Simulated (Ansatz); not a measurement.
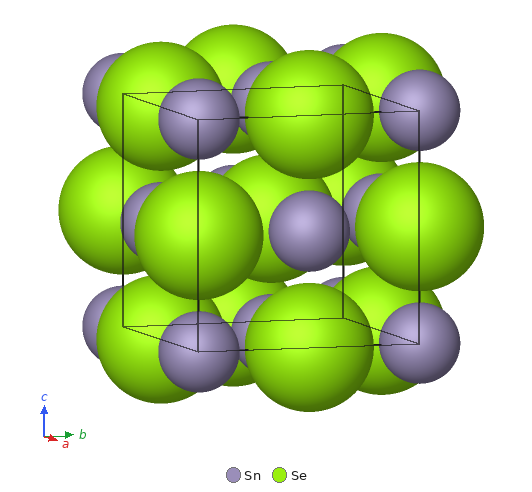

Structure drawing (space-filling), viewed slightly off an axis. The drawn cell (a repeat of the simulation cell) is outlined; an atom on or near a face, edge or corner is repeated at each equivalent position.

SnSe, a = 5.967 Å, b = 5.967 Å, c = 5.993 Å, α = 90.00°, β = 90.00°, γ = 90.00°. Strictly the space group is I4/mmm (No. 139, within 0.01 Å). It is a distorted form of a face-centred cubic structure, space group Fm-3m (No. 225) within 0.25 Å: rock salt (NaCl type). Source of the structure: a structure listed in the Materials Project. Earlier steps of the study may have refined or changed the cell and positions. It was run through Ansatz as a DFT input.

This one geometry was computed with Ansatz (DFT, plane waves, PAW) at five levels of theory: HSE06, PBE, PBE with spin-orbit coupling, PBE0 and r2SCAN.

### Which level gives the highest pressure at this volume, and what does that say about its equilibrium volume?

Highest: PBE (2.0 GPa) and PBE with spin-orbit coupling (2.0 GPa), which points to the largest equilibrium volume. Lowest, with the smallest volume: HSE06 (0.3 GPa) and PBE0 (0.4 GPa). Levels within 0.5 GPa of each other can't be told apart.

### How does the band gap change with the level of theory?

PBE0: a gap of 0.06 eV, direct; r2SCAN: a gap of 0.12 eV, indirect; PBE: a gap of 0.16 eV, direct; HSE06: a gap of 0.16 eV, indirect; PBE with spin-orbit coupling: a gap of 0.21 eV, direct.

### Collect the results in a table.

| level | cutoff (eV) | k-mesh of the run's cell | gap (eV) | pressure (GPa) |
| --- | --- | --- | --- | --- |
| HSE06 | 420 | 4×4×4 | 0.16 | 0.3 |
| PBE | 420 | 6×6×4 | 0.16 | 2.0 |
| PBE with spin-orbit coupling | 420 | 6×6×4 | 0.21 | 2.0 |
| PBE0 | 420 | 4×4×4 | 0.06 | 0.4 |
| r2SCAN | 500 | 6×6×4 | 0.12 | 0.9 |

Gaps are taken on the k-mesh or band path of each run.
